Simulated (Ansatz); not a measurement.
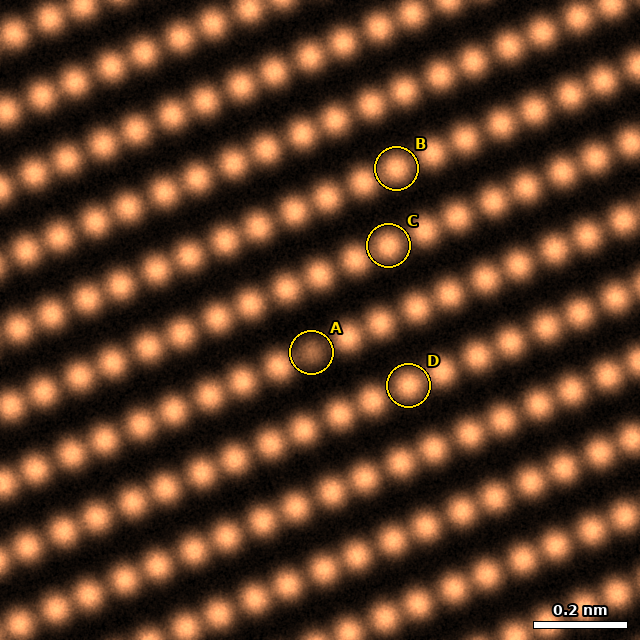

HAADF-like image of Li (R-3m, No. 166) along [121]. Simulated incoherent Z contrast: every atom adds Z^1.7 spread by a probe of 0.50 Å full width; channelling and multiple scattering are left out. The probe carries 15 % of its weight in a tail 2.5 times as wide. The display is stretched by a gamma of 0.8; percentages refer to the linear signal. Shot noise was added.

The sample is 2 repeats (33.2 Å) thick. One point defect was put into the perfect crystal, without relaxing the atoms around it. Brightness is counted from the darkest point of the image. Host structure: the geometry relaxed with DFT PBE, scalar-relativistic, plane waves, PAW in Ansatz; the starting structure was generated, so it need not be a known form of this composition.

Question: Which ringed column holds the defect, and does it scatter more or less than its equals?

Answer: A; it scatters less. The column holds 2 atoms (Li) through the sample, and one Li atom is missing, so its peak drops to about 50 % of that of its equals.
